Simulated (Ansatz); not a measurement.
## Co: 7 runs along one coordinate

System: Co (P-3m1, 2 atoms in the cell).
Method: Kohn-Sham DFT of a periodic cell, PBE, all-electron LAPW, scalar-relativistic, spin-polarised (Ansatz 0.2.0).

The 7 runs differ only in the geometry, by an even scaling of the cell at fixed fractional positions. The structure derives from a Materials Project entry.

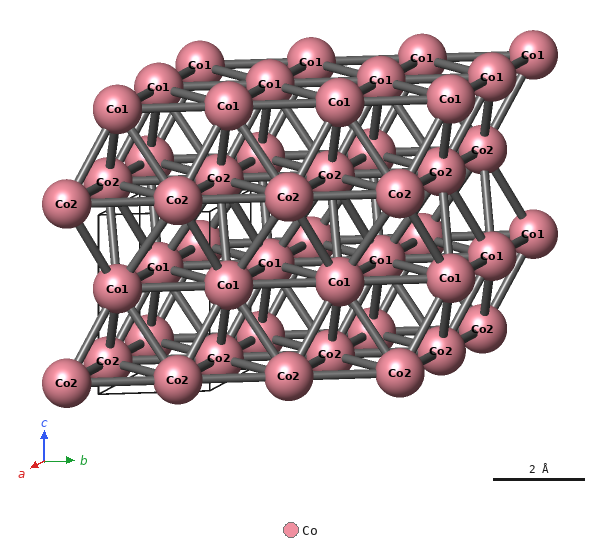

Figure 1. The structure of run 4 (ball-and-stick view of the cell of the calculation, repeated 3 × 4 × 2, seen slightly off an axis; atoms are numbered from 1 in the order of the input).

**Input of run 4**
```yaml
crystal:
  lattice:
    - [2.4873648738, 0.0, 0.0]
    - [-1.2436824369, 2.1541211692, 0.0]
    - [0.0, 0.0, 4.0632895034]
  atoms:
    - { symbol: Co, position: [0.3333333333, 0.6666666667, 0.740139], spin: 2.0 }
    - { symbol: Co, position: [0.6666666667, 0.3333333333, 0.259861], spin: 2.0 }
kpoints:
  mp_grid: { grid: [12, 12, 7] }
scf:
  occupations: { method: fermi_dirac, width: 0.05 }
hamiltonian:
  xc: pbe
  pseudopotentials: { kind: all_electron, lapw: { basis_error: 0.0005 } }
magnetization:
  spin_polarized: true
output:
  forces: true
  stress: true
  eigenvalues: true
```

Command:
```bash
ansatz run input.yaml --threads 2 --pin off --max-ram 6144MiB --backend cpu --events-out ev --progress --plain --runs-dir out
```

Run 3 differs from it as follows:
```diff
-    - [2.4873648738, 0.0, 0.0]
-    - [-1.2436824369, 2.1541211692, 0.0]
-    - [0.0, 0.0, 4.0632895034]
+    - [2.4706706468, 0.0, 0.0]
+    - [-1.2353353234, 2.1396635445, 0.0]
+    - [0.0, 0.0, 4.0360182824]
```

**Results, with one run withheld**

| run | volume per atom (Å³) | free energy per atom, from the lowest run given (meV) | pressure (GPa) |
| --- | --- | --- | --- |
| 1 | 10.233 | 31.59 | 15.57 |
| 2 | 10.450 | 14.22 | 10.10 |
| 3 | 10.668 | ? | ? |
| 4 | 10.886 | 0.00 | 0.69 |
| 5 | 11.103 | 1.82 | −3.32 |
| 6 | 11.321 | 8.84 | −6.94 |
| 7 | 11.539 | 20.54 | −10.22 |

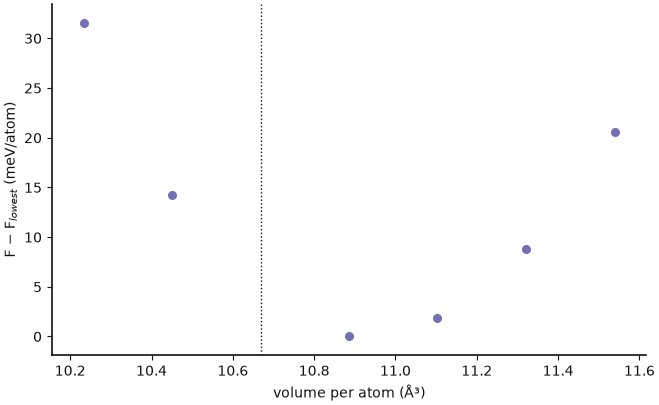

Figure 2. Free energy per atom of the runs given; the dotted line marks run 3.

Estimate the energy of run 3 from the others.

A cubic polynomial in V^(−2/3) (the Birch–Murnaghan form), fitted to the 6 runs given, misses them by at most 0.01 meV per atom. With x = V^(−2/3) − 0.20334 Å⁻², it reads F = −0.070739 + 147.93 x + 3.8762e+05 x² + 2.8499e+05 x³ (meV per atom). At run 3 it gives 3.90 meV per atom, and the run itself gives 3.91. The slope of the fit gives a pressure −dF/dV of 5.15 GPa there, and the run prints 5.15 GPa. The fit has its minimum at 10.921 Å³ per atom, where V d²F/dV² gives 209 GPa. Cell shape and fractional positions are held, so this is the stiffness under even scaling; the relaxed bulk modulus wasn't computed.

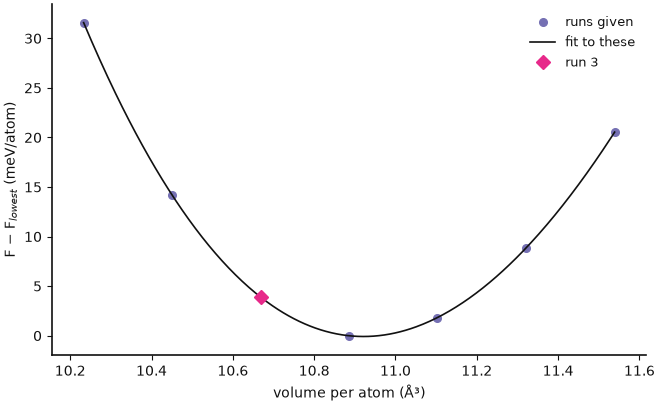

Figure 3. The fit and the withheld run.

**Output, shortened to warnings, some set-up lines, iterations and results (run 3)**
```
Basis set: ecut = 358.84206673129944 eV, 313 PW (Γ), exchange–correlation at level 2
Symmetry: 12 space group operations
k-points: 112 of 1008
Initial density: superposition of atomic densities (chi_scale 0.1, normalization cell)
[...]
SCF iter   1: F=—  HF=-75835.017705 eV  |F-HF|=—  |Δ(HF+E_count)|=         —  Δρ=1.88e-2 (↑1.79e-2 ↓1.88e-2)  dr2=6.84e-2  dr2_m=5.73e-2  M=3.277 μB ∫|m|=3.401 μB  β_m=0.30  …
SCF iter   2: F=—  HF=-75835.072549 eV  |F-HF|=—  |Δ(HF+E_count)|=   5.48e-2  Δρ=1.37e-2 (↑1.27e-2 ↓1.37e-2)  dr2=4.52e-2  dr2_m=2.96e-2  M=3.263 μB ∫|m|=3.427 μB  β_m=0.46  …
SCF iter   3: F=—  HF=-75835.120110 eV  |F-HF|=—  |Δ(HF+E_count)|=   4.76e-2  Δρ=5.60e-3 (↑5.16e-3 ↓5.60e-3)  dr2=4.37e-3  dr2_m=4.65e-3  M=3.233 μB ∫|m|=3.472 μB  β_m=0.43  …
SCF iter   4: F=—  HF=-75835.132087 eV  |F-HF|=—  |Δ(HF+E_count)|=   1.20e-2  Δρ=2.37e-3 (↑1.80e-3 ↓2.37e-3)  dr2=4.47e-4  dr2_m=7.40e-4  M=3.231 μB ∫|m|=3.504 μB  β_m=0.69  …
SCF iter   5: F=—  HF=-75835.136749 eV  |F-HF|=—  |Δ(HF+E_count)|=         —  Δρ=8.47e-4 (↑8.19e-4 ↓8.47e-4)  dr2=6.38e-4  dr2_m=9.20e-5  M=3.232 μB ∫|m|=3.531 μB  β_m=0.84  …
SCF iter   6: F=—  HF=-75835.137243 eV  |F-HF|=—  |Δ(HF+E_count)|=   4.94e-4  Δρ=1.61e-4 (↑1.47e-4 ↓1.61e-4)  dr2=4.61e-5  dr2_m=1.51e-6  M=3.236 μB ∫|m|=3.555 μB  β_m=0.89  …
SCF iter   7: F=—  HF=-75835.137236 eV  |F-HF|=—  |Δ(HF+E_count)|=   6.80e-6  Δρ=1.44e-5 (↑1.44e-5 ↓1.01e-5)  dr2=2.35e-7  dr2_m=1.16e-8  M=3.236 μB ∫|m|=3.557 μB  β_m=0.86  …
SCF iter   8: F=—  HF=-75835.137236 eV  |F-HF|=—  |Δ(HF+E_count)|=   1.05e-7  Δρ=1.76e-6 (↑1.76e-6 ↓1.76e-6)  dr2=2.75e-10  dr2_m=4.69e-10  M=3.236 μB ∫|m|=3.557 μB  β_m=0.82 …
SCF iter   9: F=-75835.137236 eV  HF=-75835.137236 eV  |F-HF|=0.00e0  |Δ(HF+E_count)|=  1.60e-10  Δρ=4.27e-7 (↑2.69e-7 ↓4.27e-7)  dr2=5.17e-11  dr2_m=2.04e-11  M=3.236 μB …
SCF 1 converged in 9 iterations: F = -75835.137236 eV  dr2 = 5.17e-11
SCF converged after 9 iterations
Magnetization: 3.2359 μB (18.6180 up, 15.3820 down)
Absolute magnetization: 3.5570 μB (∫|ρ↑−ρ↓|)
Spin contamination: 0.0546 ħ² per cell (⟨S²⟩ above its minimum at these occupations)
Per-site moments (μB) at R_I (Å): [(1.6788578096681555, 1.203346794137922), (1.6788578096681555, 1.203346794137922)]
Free energy (F): -75835.137236 eV
Harris-Foulkes:  -75835.137236 eV  (|F-HF|=0.00e0)
Internal energy: -75835.122212 eV  (E = F + TS)
E sigma→0 (E₀):  -75835.129724 eV
Entropy (-TS):   -0.015024 eV (-7.512 meV/atom)
Fermi energy:    19.498291 eV
--- Per-component energies (eV) ---
  E_band       = -462.321091
  E_kinetic    = 76965.304839
  E_xc         = -3250.090125
  E_electrostatic = -149550.336926  (all electrons and nuclei)
  E_smearing   = -0.015024  (= −TS)
  E_closure    = 0.000000  (closes the sum)
  E_atoms      = -75818.578525  (free atoms, spherical and without spin; not in F)
  Σ components = -75835.137236   (vs F -75835.137236, Δ=0.00e0)
  Basis errors (estimates in eV, not in F): energy 1.3e-4 per atom: plane waves 1.1e-4 (5.5e-5 summed), levels above the bands 2.9e-87, relativity 2.3e-8, radial functions 2.5e-5, core shells 2.4e-9; eigenvalues (radial functions only) 6.0e-7; not estimated: angular momenta, meshes, grids; target …
--- Forces (eV/Å), atoms counted from 1 ---
  atom   1  Co     0.00000000     0.00000000     0.55890889
  atom   2  Co    -0.00000000    -0.00000000    -0.55890889
  max |Σ_I F_I| component: 0.00e0 eV/Å
--- Stress (GPa, compression-positive) ---
        6.159449      -0.000000       0.000000
        0.000000       6.159449      -0.000000
        0.000000      -0.000000       3.126215
  P = ⅓ Tr σ = 5.1484 GPa (51.484 kbar)
```
